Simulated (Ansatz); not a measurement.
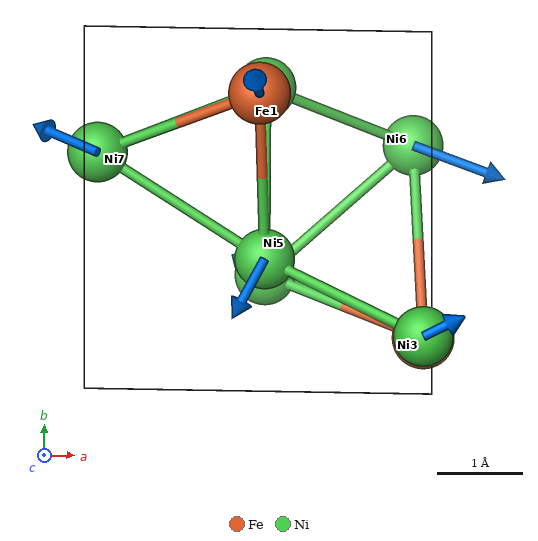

A relaxation of crystalline FeNi$_{3}$ (set up in P1) (coarse preliminary run). The starting structure is drawn; blue arrows show the displacements (the part carried along by the change of the cell is left out), magnified 5 times.

Style: ball-and-stick. Shown: the cell of the calculation, along the c axis.

Method: DFT PBE, scalar-relativistic, plane waves, PAW (Ansatz). Set-up: plane-wave cutoff 420 eV; k-point mesh 6 × 6 × 4; occupations gaussian; smearing width 0.2 eV; collinear spin; cell and atoms relaxed; force threshold 0.025 eV/Å; at most 60 steps.

Describe the change and its energy.

The atom that moves furthest relative to the cell is a Ni atom (0.23 Å along [3 −1 0]). By element the largest moves are Ni 0.23 Å, Fe 0.14 Å. The drawn cell changes as follows: a 4.090 → 4.067 Å (−0.6 %), b 4.264 → 4.356 Å (+2.2 %), c 5.131 → 5.015 Å (−2.2 %), α 90.6° → 90.0°, β 90.3° → 90.0°, γ 91.0° → 90.0°; the volume changes by −0.7 %. Some distances before and after: Ni–Ni 2.835 → 2.503 Å, Fe–Ni 2.239 → 2.513 Å, Ni–Ni 2.214 → 2.487 Å, Fe–Ni 2.754 → 2.500 Å. The space group (tolerance 0.01 Å) goes from P1 (No. 1) to Pmmn (No. 59). Over 4 accepted moves (5 points after the start) the energy falls by 155 meV per atom. The largest force component goes from 2.6 to 0.0007 eV/Å. The pressure goes from 6.07 to 0.01 GPa. The SCF was repeated once at an unchanged geometry on a basis and grid sized afresh for the cell, which shifted the energy by less than 0.05 meV per atom at most. The run took 4.6 min on 4 threads of Intel(R) Xeon(R) Platinum 8259CL CPU @ 2.50GHz (Skylake/Cascade Lake) (shared host), peak memory 1.2 GiB.
